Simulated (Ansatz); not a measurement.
# NbSi: what the fields show

The calculation's input:

```
crystal:
  lattice:
    - [3.15644, 0.0, 0.0]
    - [0.0, 3.15644, 0.0]
    - [0.0, 0.0, 3.15644]
  atoms:
    - { symbol: Nb, position: [0.0, 0.0, 0.0] }
    - { symbol: Si, position: [0.5, 0.5, 0.5] }
hamiltonian:
  xc: hse06
  pseudopotentials: { kind: paw_fr }
magnetization:
  noncollinear: true
  spin_orbit: true
kpoints:
  mp_grid: { grid: [4, 4, 4] }
scf:
  occupations: { method: fermi_dirac, width: 0.05 }
output:
  forces: true
  stress: true
  eigenvalues: true
  write_density: true
  write_potential: true
  elf: true
  volumetric_format: npy
```

Below, planes, directions and counts refer to the conventional cell (a = 3.16 Å, b = 3.16 Å, c = 3.16 Å, α = 90.00°, β = 90.00°, γ = 90.00°).

Space group Pm-3m; a generated structure, not necessarily the stable one.

All numbers below come from Kohn-Sham DFT of a periodic cell, HSE06, spin-orbit coupling, Ansatz PAW (Ansatz 0.2.0).

The density is the valence pseudo-density of a PAW calculation; it isn't the true density close to the nuclei.

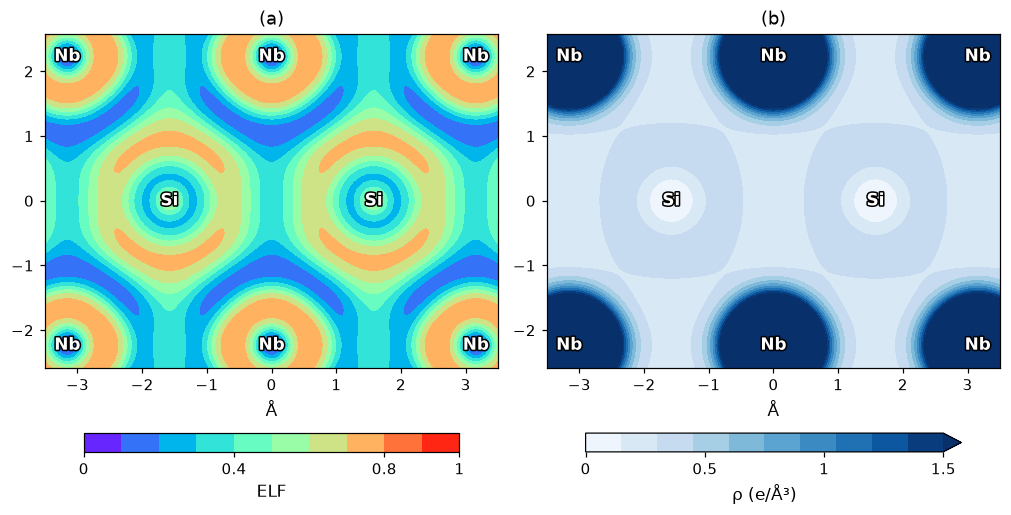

Figure 1. (a) ELF; (b) valence electron density on the (011̄) plane of the conventional cell.

Read the bonding off the picture.

Answer.
- The plane passes through Nb and Si nuclei.
- Nb–Si (2.73 Å): ρ is about 0.3 e/Å³ halfway; the ELF peaks at about 0.70 in the valence shell of Si, 0.9 Å from its nucleus, and is about 0.30 at the midpoint.
- Between the atoms the lowest density in this plane is 0.21 e/Å³.
- The features right at Nb lie inside the PAW spheres, where the map follows smoothed inner orbitals and isn't to be read closely.

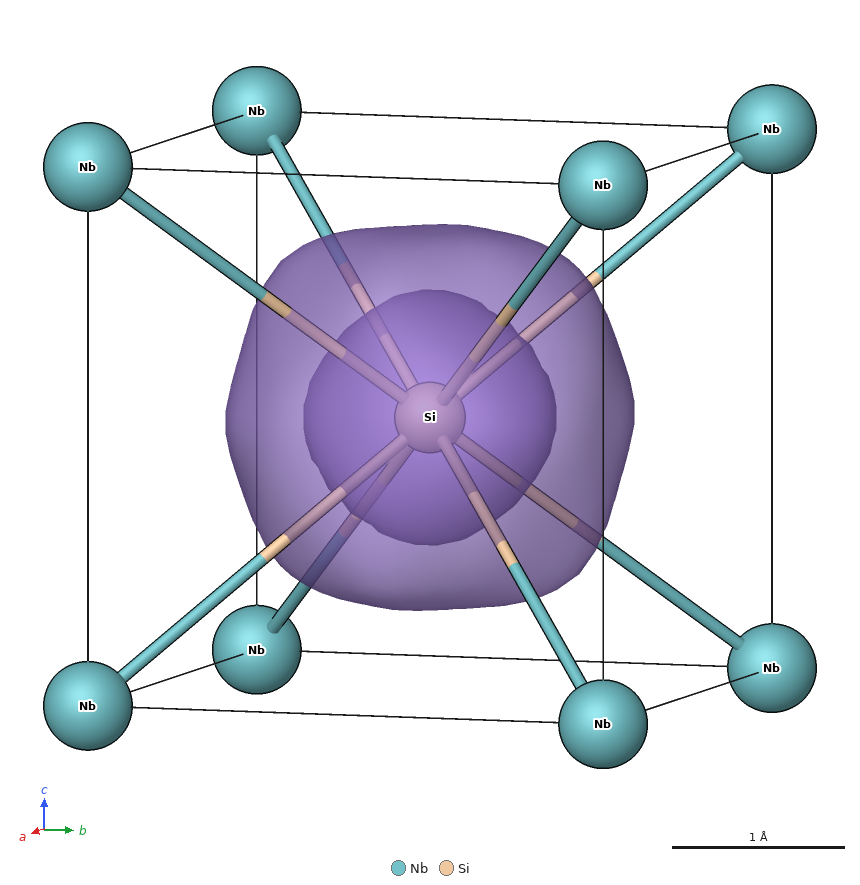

Figure 2. Isosurface of the ELF at 0.6 (purple), seen slightly off an axis. Core shells and regions of very low density are left out. Sticks mark near contacts.

Identify the bonds, lone pairs and shells in this picture.

Answer. The ELF exceeds this value in one region wrapped around Si (its valence shell), counted in one cell of 2 atoms. Regions shared between cells count once.

Does the calculation make it a metal, or give it a gap?

Answer. It is metallic or semimetallic at this level of theory: no gap opens.
